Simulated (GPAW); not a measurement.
# NaI (Fm-3m): refractive index against wavelength

The refractive index of NaI (Fm-3m) below the direct gap (3.66 eV on the mesh) is read from one computed spectrum, n = √(Re ε).

The structure is cubic, space group Fm-3m (No. 225). Conventional cell: a = 6.473 Å, b = 6.473 Å, c = 6.473 Å, α = 90.00°, β = 90.00°, γ = 90.00°. Around I on site b lie 6 Na at 3.24 Å. Around Na on site a lie 6 I at 3.24 Å.

Method: GPAW 26.7.0, PBE, RPA, k-mesh 9×9×9, local fields up to 60 eV, Lorentzian half width 0.15 eV.

Launch of the response step: `OMP_NUM_THREADS=1 python df.py`. The run took 1.8 min, its band step included, on 1 thread of Arm Neoverse V2, with other jobs on the host.

| wavelength (nm) | photon energy E (eV) | n |
| --- | --- | --- |
| 1550 | 0.800 | 1.7529 |
| 1310 | 0.946 | 1.7561 |
| 1064 | 1.165 | 1.7620 |
| 850 | 1.459 | 1.7722 |
| 700 | 1.771 | 1.7862 |
| 633 | 1.959 | 1.7964 |
| 532 | 2.331 | ? |

In the single-oscillator model n² − 1 = E₀E_d/(E₀² − E²), so 1/(n² − 1) = E₀/E_d − E²/(E₀E_d) is linear in E².

Working, on the rows shown:

| x = E² (eV²) | y = 1/(n² − 1) |
| --- | --- |
| 0.639837 | 0.482472 |
| 0.895757 | 0.479872 |
| 1.35784 | 0.47514 |
| 2.12762 | 0.467138 |
| 3.13716 | 0.456515 |
| 3.83641 | 0.449024 |

Means: x̄ = 1.9991, ȳ = 0.46836. Σ(x − x̄)(y − ȳ) = -0.0854, Σ(x − x̄)² = 8.164. Slope = -0.0854 / 8.164 = -0.01046; intercept = ȳ − slope · x̄ = 0.48927. Turned back into n, the line misses the rows shown by at most 0.00016.

What does the fit predict for the withheld row, and how well does it do?

At x = 5.4314 the line gives y = 0.43246, that is 1.8200. The run gave 1.8215, so the extrapolation is off by 0.0015, 2 % of the range in the table.

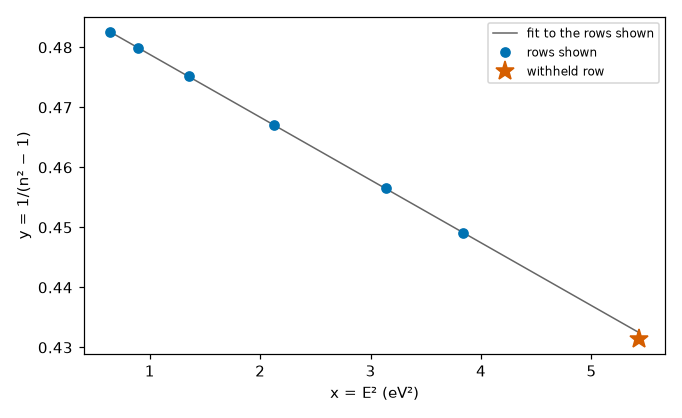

Refitted with all rows, the slope is -0.01063 and the intercept 0.48954. These give E₀ = √(intercept/−slope) = 6.79 eV and E_d = E₀/intercept = 13.9 eV; E₀ is 1.9 times the direct gap. The electronic limit at long wavelengths, without lattice vibrations, is n = √(1 + 1/intercept) = 1.744. Excitons are left out; PBE gaps are as a rule too small. The values come from a sum over the points of one k-mesh and carry its error, which grows as the direct gap shrinks. Spin-orbit coupling is left out.
